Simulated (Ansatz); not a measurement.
**Geometry relaxation of Ge (part 2 of 2)**

Ge (Imma, 2 atoms in the cell); DFT r2SCAN, scalar-relativistic, plane waves, PAW, no spin polarisation (Ansatz 0.2.0); cutoff 500 eV, 16×16×16 k-mesh, Gaussian smearing of 0.1 eV. The structure derives from a Materials Project entry.

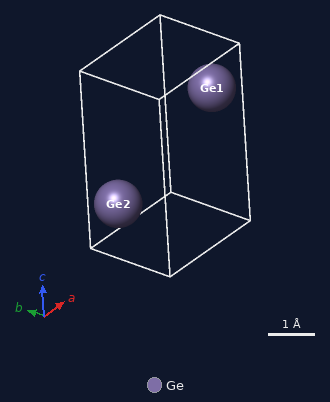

Figure 1. The geometry at step 4 of the log (ball-and-stick view of the reduced cell, seen slightly off an axis; atoms are numbered from 1 in the order of the input).

**Log, continued**
```
SCF iter   1: F=—  HF=-8605.089447 eV  |F-HF|=—  |Δ(HF+E_count)|=         —  Δρ=1.39e-4  dr2=2.44e-7  dr2_τ=6.97e-7  ethr=1.24e-8  ⟨swp⟩=3.0  Hψ=74898  notcnv=0
preconditioner: auto → Kerker (q_TF=auto, 2.601 Å⁻¹)  [metal: Δε(μ)=0.023 eV  Ē_g=24.336 eV  σ=0.100 eV  W_gap=0.13  n_scr=16 (ndim 8)  ℏωp=32.2 eV  f_vac=0.000  D(μ)=0.64/eV (n_scr^D=4)]
SCF iter   2: F=—  HF=-8605.089490 eV  |F-HF|=—  |Δ(HF+E_count)|=   4.36e-5  Δρ=7.13e-5  dr2=7.27e-8  dr2_τ=2.59e-7  ethr=8.71e-10  ⟨swp⟩=3.0  Hψ=20061  notcnv=0
SCF iter   3: F=—  HF=-8605.089506 eV  |F-HF|=—  |Δ(HF+E_count)|=   1.59e-5  Δρ=5.45e-6  dr2=1.13e-9  dr2_τ=1.15e-9  ethr=2.60e-10  ⟨swp⟩=3.0  Hψ=19886  notcnv=0
SCF iter   4: F=—  HF=-8605.089506 eV  |F-HF|=—  |Δ(HF+E_count)|=   6.17e-8  Δρ=1.82e-6  dr2=4.60e-10  dr2_τ=8.73e-11  ethr=4.05e-12  ⟨swp⟩=2.0  Hψ=19935  notcnv=0
SCF iter   5: F=-8605.089506 eV  HF=-8605.089506 eV  |F-HF|=4.37e-11  |Δ(HF+E_count)|=   4.91e-9  Δρ=2.52e-7  dr2=1.06e-11  dr2_τ=1.11e-12  ethr=1.00e-12  ⟨swp⟩=4.0  Hψ=52649  notcnv=0
SCF 7 converged in 5 iterations: F = -8605.089506 eV  dr2 = 1.06e-11
relax step   7: F+E_penalty+E_count = -8605.08950646 eV  Δ(F+E_penalty+E_count) = +1.497e-4 eV  max|allowed force component| = 3.472e-4 eV/Å  Δτ_max = 0.0000 Å  P = -0.009 GPa  Ω = 37.336 Å³  stress off target by 1.43e-2 GPa  SCF on the basis re-selected at this cell (its energy is not comparable with the rows above)  (5 SCF iters)
```

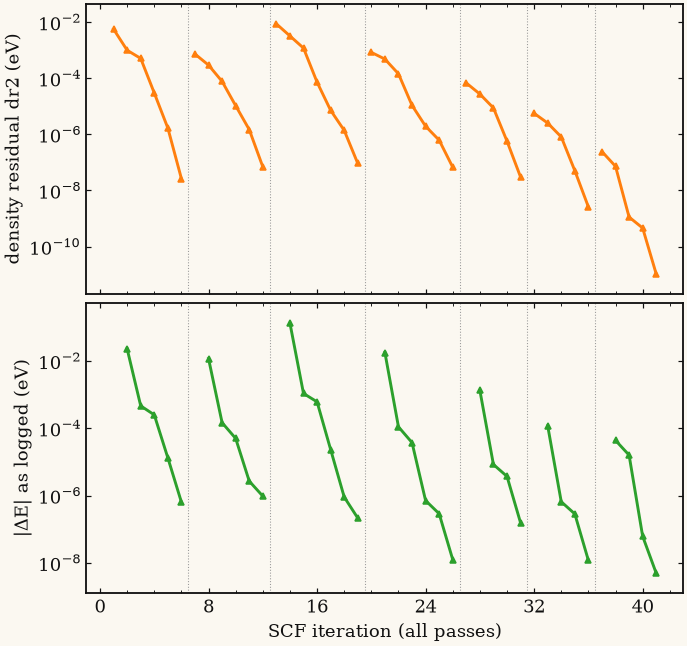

Figure 2. Convergence of the self-consistent field: density residual dr2 and size of the energy change against the SCF iteration. The dotted lines part the SCF passes of the relaxation: geometry steps, rejected trials and re-solves on a re-selected basis. The 7 passes take 5 to 7 iterations each, 41 in all.

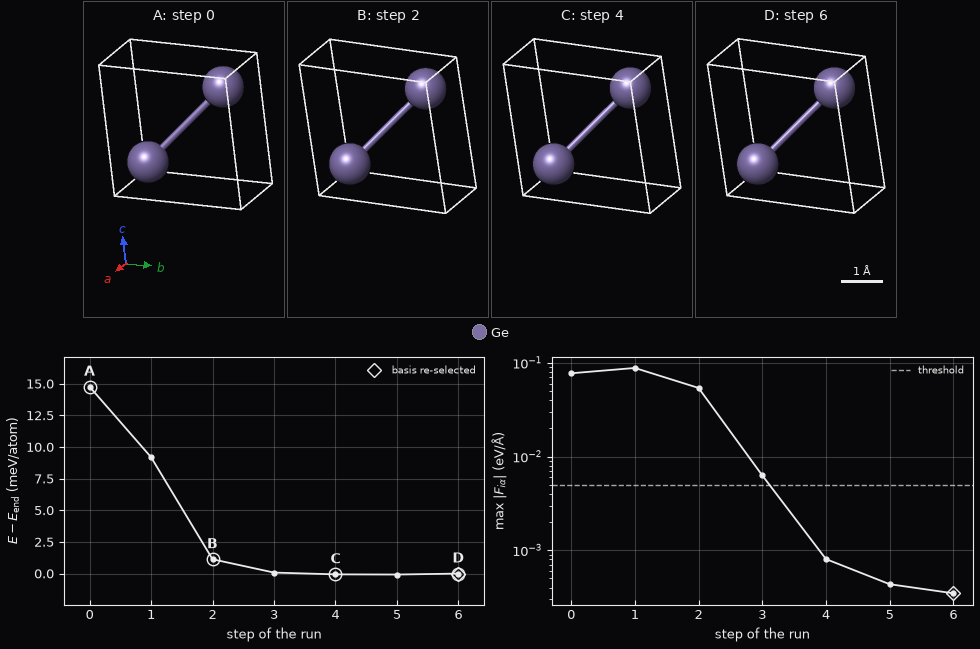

Figure 3. Frames of the relaxation (ball-and-stick view of the reduced cell, seen slightly off an axis) above the curves, on which the letters mark them (the first geometry is step 0 here and step 1 in the log).

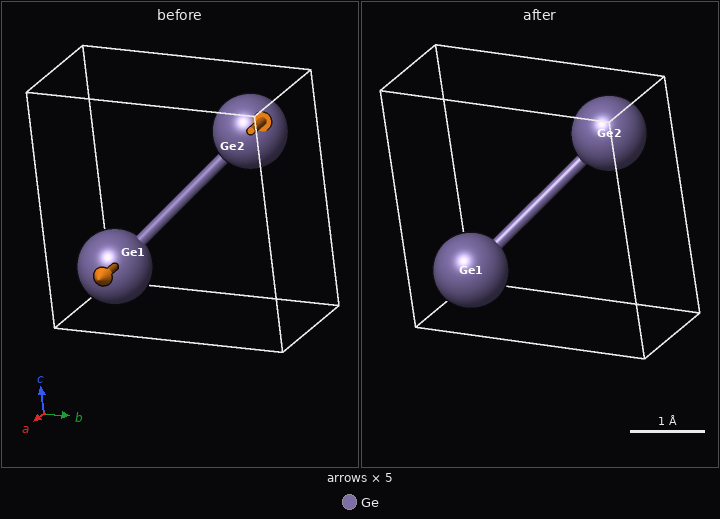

Figure 4. Before (left) and after (right) the relaxation, at one scale (ball-and-stick view of the reduced cell, seen slightly off an axis). The orange arrows give the displacements (without the part carried along by the change of the cell), magnified 5 times. The largest moves relative to the cell, 0.17 Å, are those of Ge1 and Ge2. The volume changes by −1.8 %, with a 2.874 → 2.819 Å (−1.9 %), b = c 3.914 → 3.903 Å (−0.3 %), α 79.2° → 82.5°, β 68.5° → 68.8°, γ 68.5° → 68.8°. Among the contacts that change: Ge1–Ge1 2.874 → 2.819 Å, Ge1–Ge2 2.715 → 2.668 Å. Among the angles that change: Ge2–Ge1–Ge2 133.6° → 149.4°, Ge2–Ge1–Ge2 164.2° → 149.3°, Ge1–Ge1–Ge2 113.2° → 105.3°. The space group (tolerance 0.01 Å) goes from Imma (No. 74) to I4_1/amd (No. 141). After 5 geometry steps the energy has fallen by 14.8 meV per atom. Largest force component: 0.078 eV/Å at the start, 0.00035 eV/Å at the end. The pressure goes from −1.36 to −0.01 GPa. A last SCF at the same geometry on a re-selected plane-wave basis shifts the energy by +0.1 meV per atom. (Atoms are counted from 1 in the order of the input.)

```
basis re-selected at this cell: Δ(F+E_penalty+E_count) = +1.497e-4 eV, ΔP = -0.005 GPa vs the last step (what re-selecting the basis moved, of the pressure what is left beyond the Pulay correction that the steps carried, after the strain that the cell walked since its last selection, with what the two solves' SCF thresholds leave and, on support functions, any second-order correction that the steps lacked; it is no measure of the basis error at this ecutwfc). This SCF's stress stands 1.43e-2 GPa from its target on what of the cell is left free (relax.cell.stress_tol is 5.00e-2 GPa) and its largest allowed force component is 3.47e-4 eV/Å (relax.f_tol is 5.00e-3 eV/Å): within both
SCF converged after 5 iterations
Free energy (F): -8605.089506 eV
Harris-Foulkes:  -8605.089506 eV  (|F-HF|=4.37e-11)
Internal energy: -8605.086289 eV  (E = F + TS)
E sigma→0 (E₀):  -8605.087898 eV
Entropy (-TS):   -0.003217 eV (-1.609 meV/atom)
Fermi energy:    10.988512 eV
--- Per-component energies (eV) ---
  E_band       = -243.533100
  E_kinetic    = 221.028352
  E_local      = -4304.394781  (includes V_loc(G=0)·N_el)
  E_nonlocal   = 835.847249
  E_hartree    = 1887.681258
  E_xc         = -138.233125
  E_vxc        = -136.066545  (∫ρ·V_xc dr)
  E_paw        = -4063.895712  (= ΣΔE_a)
  E_vpaw       = -643.071416  (= ΣTr[D̂ρ^β])
  E_aug_tail   = 0.000032  (compensation charges beyond the density's cutoff)
  E_vtau       = 7.761483  (kinetic-family band-sum trace: ∫τ·v_τ [+ j·A + Jᵃ·Aᵃ] dr)
  E_ewald      = -3040.948030
  E_core_change = -2.171532  (= ΣΔE_core)
  E_smearing   = -0.003217  (= −TS)
  E_closure    = 0.000000  (closes the sum)
  Σ components = -8605.089506   (vs F -8605.089506, Δ=0.00e0)
--- Forces (eV/Å), atoms counted from 1 ---
  atom   1  Ge     0.00000000     0.00000000     0.00034716
  atom   2  Ge     0.00000000     0.00000000    -0.00034716
  max |Σ_I F_I| component: 5.42e-20 eV/Å
--- Stress (GPa, compression-positive) ---
       -0.014251       0.000000       0.000000
        0.000000      -0.003653       0.000000
        0.000000       0.000000      -0.007628
  P = ⅓ Tr σ = -0.0085 GPa (-0.085 kbar)
--- Band table (eV; the first three rows and the last of 621) ---
  k-point 0: bands = ["-14.4687", "-14.4172", "-14.3863", "-14.3847", "-14.2781", "-14.2777", "-14.2716", "-14.2714", "-14.2003", "-14.1339", "-2.9102", "6.9240", "8.4814", "8.4842", "14.7564", "18.9663", "18.9739", "19.3096"]
  k-point 1: bands = ["-14.4665", "-14.4177", "-14.3861", "-14.3843", "-14.2789", "-14.2766", "-14.2709", "-14.2706", "-14.2017", "-14.1362", "-2.8648", "6.4068", "8.5325", "8.9031", "14.9819", "18.2850", "18.7356", "19.4731"]
  k-point 2: bands = ["-14.4601", "-14.4191", "-14.3900", "-14.3784", "-14.2820", "-14.2732", "-14.2690", "-14.2680", "-14.2057", "-14.1429", "-2.7287", "5.4597", "8.6816", "9.5770", "15.6409", "17.2860", "18.1301", "19.3585"]
  k-point 620: bands = ["-14.4247", "-14.4245", "-14.2951", "-14.2949", "-14.2765", "-14.2765", "-14.2756", "-14.2753", "-14.2682", "-14.2680", "1.7480", "1.7527", "4.8522", "4.8530", "17.2441", "17.2534", "22.6244", "22.6286"]
--- Relaxed structure (6 steps of the walk, 6 accepted, 1 SCFs on fresh bases) ---
  F+E_penalty+E_count = -8605.08950646 eV   max|allowed force component| = 3.472e-4 eV/Å   (the final SCF, on the basis selected at the relaxed cell)
  cell:  # Å, volume = 37.3356 Å³
    - [-2.573861083914177, 2.5731635145868057, 1.4093216048120043]
    - [2.573861083914177, -2.5731635145868057, 1.4093216048120043]
    - [2.573861083914177, 2.5731635145868057, -1.4093216048120043]
  atoms:
    - { symbol: Ge, position: [0.12478857647310676, 0.8747885764731067, 0.25000000000000006] }
    - { symbol: Ge, position: [0.8752114235268932, 0.12521142352689318, 0.75] }
```

**Trajectory as extended XYZ (Å, eV, eV/Å), 7 frames, from step=1 to step=7**
```
2
Lattice="-2.4959 2.6509 1.4369 2.4959 -2.6509 1.4369 2.4959 2.6509 -1.4369" Properties=species:S:1:pos:R:3:forces:R:3 step=1 energy=-8605.05998 pressure_GPa=-1.36
Ge    2.4959   -1.3254    1.2529    0.0000   0.0000  -0.0775
Ge    0.0000    3.9763    0.1841    0.0000   0.0000   0.0775
2
Lattice="-2.5045 2.6124 1.4217 2.5045 -2.6124 1.4217 2.5045 2.6124 -1.4217" Properties=species:S:1:pos:R:3:forces:R:3 step=2 energy=-8605.07111 pressure_GPa=0.24
Ge    2.5045   -1.3062    1.2100    0.0000   0.0000  -0.0883
Ge    0.0000    3.9187    0.2117    0.0000   0.0000   0.0883
2
Lattice="-2.5704 2.5585 1.4070 2.5704 -2.5585 1.4070 2.5704 2.5585 -1.4070" Properties=species:S:1:pos:R:3:forces:R:3 step=3 energy=-8605.08724 pressure_GPa=0.71
Ge    2.5704   -1.2793    1.0798    0.0000   0.0000  -0.0541
Ge    0.0000    3.8378    0.3272    0.0000   0.0000   0.0541
2
Lattice="-2.5829 2.5629 1.4100 2.5829 -2.5629 1.4100 2.5829 2.5629 -1.4100" Properties=species:S:1:pos:R:3:forces:R:3 step=4 energy=-8605.08935 pressure_GPa=0.00
Ge    2.5829   -1.2815    1.0424    0.0000   0.0000   0.0063
Ge    0.0000    3.8444    0.3675    0.0000   0.0000  -0.0063
2
Lattice="-2.5768 2.5708 1.4089 2.5768 -2.5708 1.4089 2.5768 2.5708 -1.4089" Properties=species:S:1:pos:R:3:forces:R:3 step=5 energy=-8605.08963 pressure_GPa=0.00
Ge    2.5768   -1.2854    1.0529    0.0000   0.0000   0.0008
Ge    0.0000    3.8561    0.3560    0.0000   0.0000  -0.0008
2
Lattice="-2.5739 2.5732 1.4093 2.5739 -2.5732 1.4093 2.5739 2.5732 -1.4093" Properties=species:S:1:pos:R:3:forces:R:3 step=6 energy=-8605.08966 pressure_GPa=-0.00
Ge    2.5739   -1.2866    1.0564    0.0000   0.0000   0.0004
Ge    0.0000    3.8597    0.3529    0.0000   0.0000  -0.0004
2
Lattice="-2.5739 2.5732 1.4093 2.5739 -2.5732 1.4093 2.5739 2.5732 -1.4093" Properties=species:S:1:pos:R:3:forces:R:3 step=7 energy=-8605.08951 pressure_GPa=-0.01
Ge    2.5739   -1.2866    1.0564    0.0000   0.0000   0.0003
Ge    0.0000    3.8597    0.3529    0.0000   0.0000  -0.0003
```

The run was set up as follows.

**Input file**
```yaml
crystal:
  lattice:
    - [-2.495898, 2.650863, 1.436947]
    - [2.495898, -2.650863, 1.436947]
    - [2.495898, 2.650863, -1.436947]
  atoms:
    - { symbol: Ge, position: [0.185943, 0.935943, 0.25] }
    - { symbol: Ge, position: [0.814057, 0.064057, 0.75] }
basis:
  ecutwfc: 500
kpoints:
  mp_grid: { grid: [16, 16, 16] }
hamiltonian:
  xc: r2scan
scf:
  occupations: { method: gaussian, width: 0.1 }
output:
  forces: true
  stress: true
  eigenvalues: true
relax:
  adjacent_minimum: "off"
  f_tol: 0.005
  max_steps: 80
  cell: { stress_tol: 0.05 }
```

Command:
```bash
ansatz run input.yaml --threads 2 --pin off --max-ram 5120MiB --backend cpu --events-out ev --progress --plain --runs-dir out
```

**Summary**

| quantity | value |
| --- | --- |
| outcome | converged |
| space group (tolerance 0.01 Å) | Imma (74) → I4₁/amd (141) |
| electrons treated | 28 |
| free energy | −8605.0895 eV |
| Fermi energy | 10.989 eV |
| gap on the k-point mesh | none (metallic) |
| pressure | −0.01 GPa |
| final volume | 37.34 Å³ |
| largest force (length of the vector) at the end | under 0.001 eV/Å |
| final cell | a = 3.903 Å, b = 3.903 Å, c = 3.903 Å, α = 97.48°, β = 97.51°, γ = 137.66° |
| hardware | 2 threads of Intel Xeon (Granite Rapids), 192 GiB of memory available, shared host |
| wall time | 81 s (CPU time 2.5 min) |
| peak memory | 0.88 GiB |
